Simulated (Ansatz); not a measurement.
Structure (in its standard cell), the input geometry of an electronic-structure calculation (not necessarily at equilibrium); the starting structure was generated, so it need not be a known form of this composition:

```cif
data_structure
_symmetry_space_group_name_H-M 'Pm-3n'
_symmetry_Int_Tables_number 223
_cell_length_a 5.0723
_cell_length_b 5.0723
_cell_length_c 5.0723
_cell_angle_alpha 90.000
_cell_angle_beta 90.000
_cell_angle_gamma 90.000
_cell_volume 130.50
loop_
_atom_site_label
_atom_site_type_symbol
_atom_site_symmetry_multiplicity
_atom_site_Wyckoff_symbol
_atom_site_fract_x
_atom_site_fract_y
_atom_site_fract_z
_atom_site_occupancy
Al1 Al 2 a 0.00000 0.00000 0.00000 1
Al2 Al 6 c 0.25000 0.00000 0.50000 1
```

Predict the [111] zone-axis pattern (300 kV, kinematic, B = 0.5 Å²).

The spots form a hexagonal net with both shortest vectors at d = 3.59 Å, 60.0° apart. They are -1 1 0 (itself too weak to see) and -1 0 1 (itself too weak to see). The pattern has symmetry 6mm. Reflections such as 0 1 -1, 1 -1 0, 1 0 -1 are allowed but too weak to see at this display level.

Strongest reflections with d > 1.07 Å, one of each family (|F|² from tabulated Gaussian fits of the electron scattering factors, times a small damping for the curvature of the Ewald sphere):

```csv
hkl,d (Å),I (strongest = 100)
2 -1 -1,2.071,100
3 -1 -2,1.356,30
```

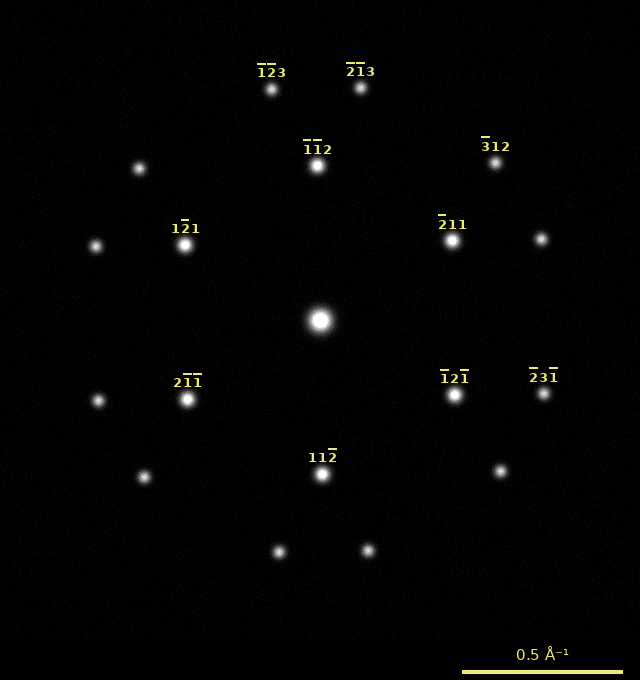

Calculated pattern, seen from the source side with [111] pointing towards the source.
